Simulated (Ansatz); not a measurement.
System: PbO.

Input file:

```
crystal:
  lattice:
    - [3.735936, 0.0, 0.0]
    - [0.0, 4.212864, 0.0]
    - [0.0, 0.0, 5.022]
  atoms:
    - { symbol: Pb, position: [0.0, 0.5, 0.2351] }
    - { symbol: Pb, position: [0.5, 0.0, 0.7649] }
    - { symbol: O, position: [0.0, 0.0, 0.0] }
    - { symbol: O, position: [0.5, 0.5, 0.0] }
basis:
  ecutwfc: 420
kpoints:
  mp_grid: { grid: [8, 8, 6] }
hamiltonian:
  xc: pbe
scf:
  occupations: { method: gaussian, width: 0.05 }
output:
  forces: true
  stress: true
  eigenvalues: true
  write_density: true
  write_potential: true
  elf: true
  volumetric_format: npy
```

Launched as:

```sh
ansatz run input.yaml --threads 1 --pin off --max-ram 2560MiB --backend cpu --events-out ev --progress --plain --runs-dir out
```

Below, planes, directions and counts refer to the conventional cell (a = 3.74 Å, b = 4.21 Å, c = 5.02 Å, α = 90.00°, β = 90.00°, γ = 90.00°).

Space group Pmmn; changed on purpose from its base cell (strain -0.0600 x Voigt [1, -1, 0, 0, 0, 0], atoms carried along); not relaxed (largest force 1.1 eV/Å); computed pressure about 6 GPa in this cell.

Computed with DFT PBE, scalar-relativistic, plane waves, PAW in Ansatz.

Predict the valence pseudo-density and electron localisation function between the atoms.

Pb–O (2.21 Å): the density is about 0.57 e/Å³ at the midpoint; the ELF peaks at about 0.80 in the valence shell of O, 0.6 Å from its nucleus, and drops to about 0.20 between the two atoms.

Does the calculation give a band gap?

It is gapped, with a Kohn–Sham gap of 1.2 eV on the k-point mesh, an upper bound to the gap of this method.

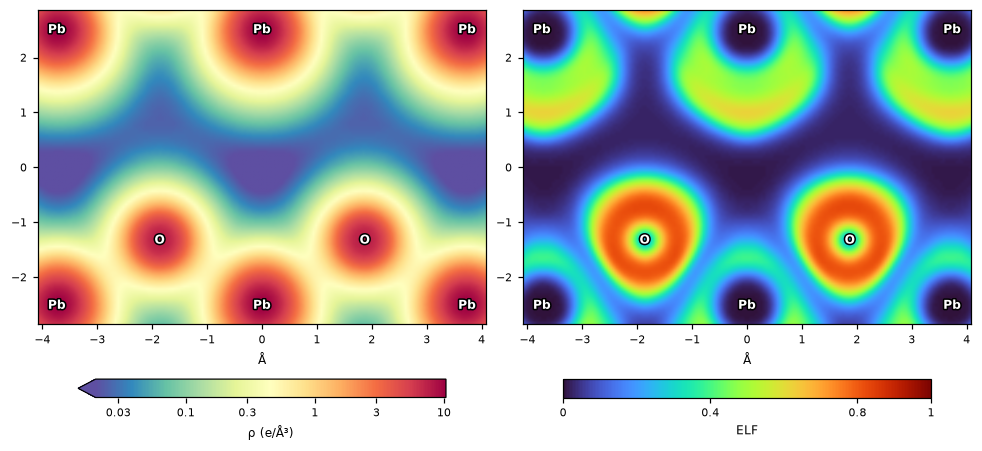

Computed valence pseudo-density and electron localisation function on the (010) plane of the conventional cell, in this order. 
